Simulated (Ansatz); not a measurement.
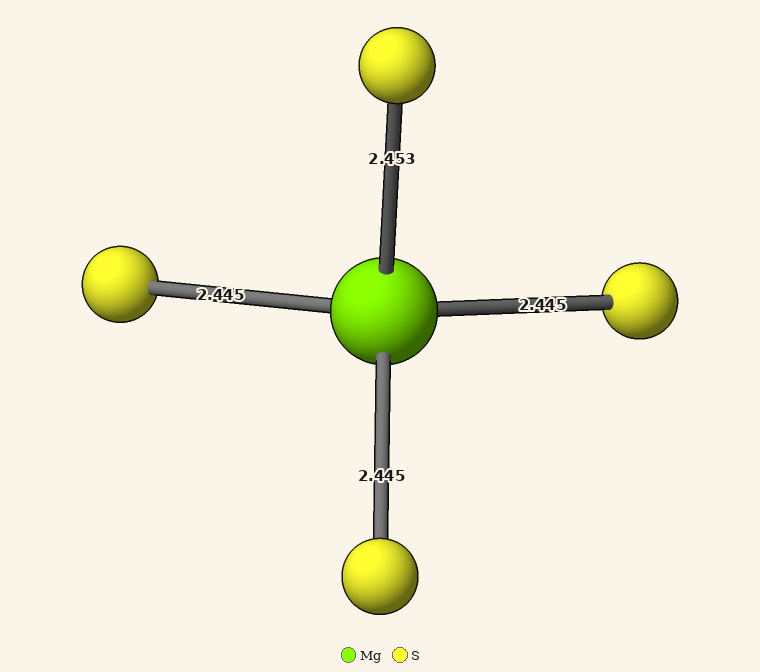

The surroundings of site Mg1 (at 0.667, 0.333, 0.497) in MgS (P6_3mc, No. 186), with bond lengths in Å.

Source of the atomic positions: coordinates from a relaxation with Ansatz 0.2.0, DFT PBEsol, scalar-relativistic, plane waves, PAW.

```
Mg S
1.0
     4.02632    0.00000    0.00000
    -2.01316    3.48690    0.00000
     0.00000    0.00000    6.42289
Mg S
2 2
Direct
  0.66667 0.33333 0.49657
  0.33333 0.66667 0.99657
  0.33333 0.66667 0.37843
  0.66667 0.33333 0.87843
```

Bond valence s = exp((R0 − d)/b), R0 fitted to published crystal structures with b = 0.37 Å; R0 in Å: Mg2+–S 2.186.

Calculate the bond-valence sum of Mg1 from the bonds drawn.

3 × 0.497 + 1 × 0.486 = 1.98 v.u., against a formal valence of 2: a close match.

And over the whole structure?

```tsv
site	x, y, z	formal valence	bond-valence sum	difference
Mg1	0.667, 0.333, 0.497	+2	1.99	-0.01
S1	0.333, 0.667, 0.378	−2	1.99	-0.01
```

These sums include all anions within 5 Å. The global instability index (root mean square of the differences over all atoms) is 0.01 v.u.: little strain.
